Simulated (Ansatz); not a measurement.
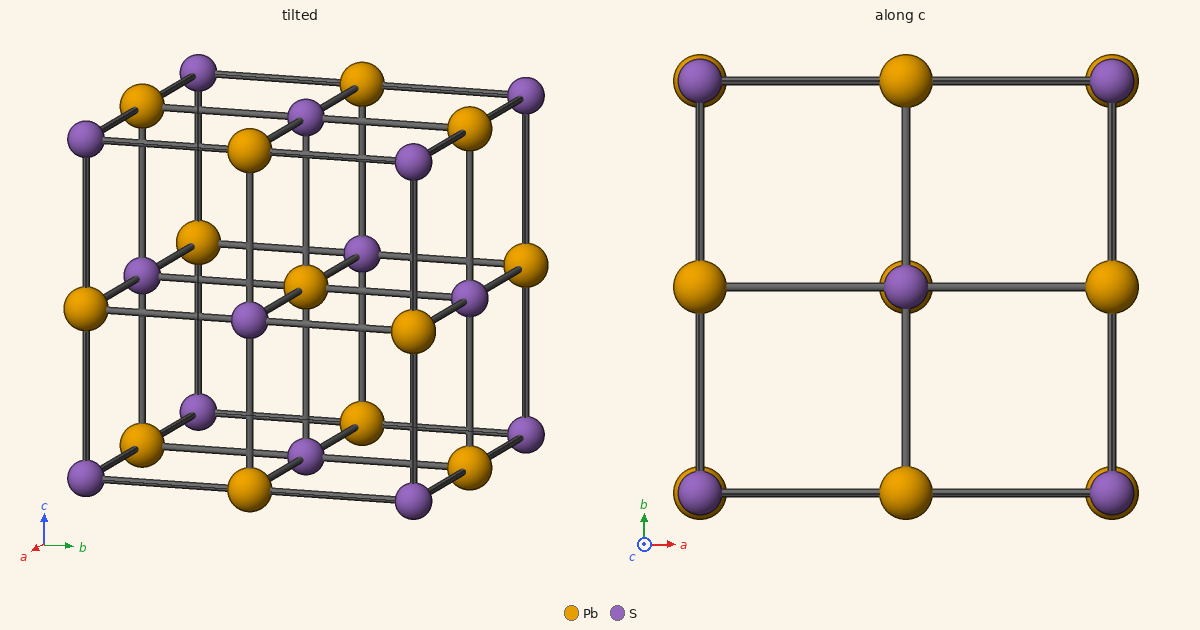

Crystal structure, ball-and-stick style, seen slightly off an axis and along the c axis. The conventional unit cell is drawn as a box.

Cell parameters: a = 6.009 Å, b = 6.009 Å, c = 6.009 Å, α = 90.00°, β = 90.00°, γ = 90.00°.

Question: Find the formula by counting the atoms in the cell.

Answer: PbS. The cell holds 4 Pb, 4 S, counting shared atoms by their share.

Question: What is the name of this structure type?

Answer: Rock salt (NaCl type).

Question: Is the bonded network molecular, chain-like, layered or three-dimensional?

Answer: The bonds build a three-dimensional framework.

Origin of the cell: a structure type known for this compound. Earlier steps of the study may have refined or changed the cell and positions. Ansatz was used for an electronic-structure calculation on it.
